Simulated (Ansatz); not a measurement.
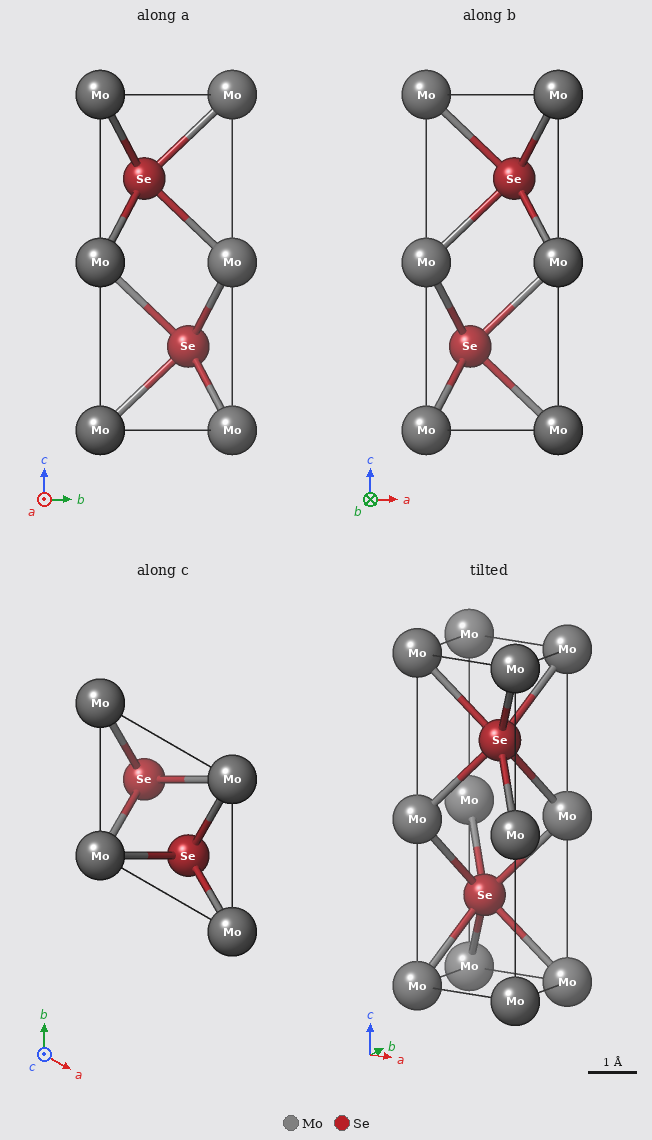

Ball-and-stick representation of a periodic structure, projected along the a axis, along the b axis, along the c axis and slightly off an axis. One conventional unit cell is framed, with atoms on its boundary repeated.

Lattice parameters: a = 3.228 Å, b = 3.228 Å, c = 7.114 Å, α = 90.00°, β = 90.00°, γ = 120.00°. Put a along x and b in the xy plane.

Q: Give the structure in the form of a POSCAR file.

A:
```
Mo Se
1.0
     3.228    0.000    0.000
    -1.614    2.796    0.000
     0.000    0.000    7.114
Mo Se
2 2
Direct
  0.0000 0.0000 0.0000
  0.0000 0.0000 0.5000
  0.3333 0.6667 0.2500
  0.6667 0.3333 0.7500
```

The model was built from a structure type filled with these elements by a generator (whether the compound takes this form wasn't checked). This is the structure after a relaxation with DFT PBEsol, scalar-relativistic, plane waves, PAW in Ansatz 0.2.0.
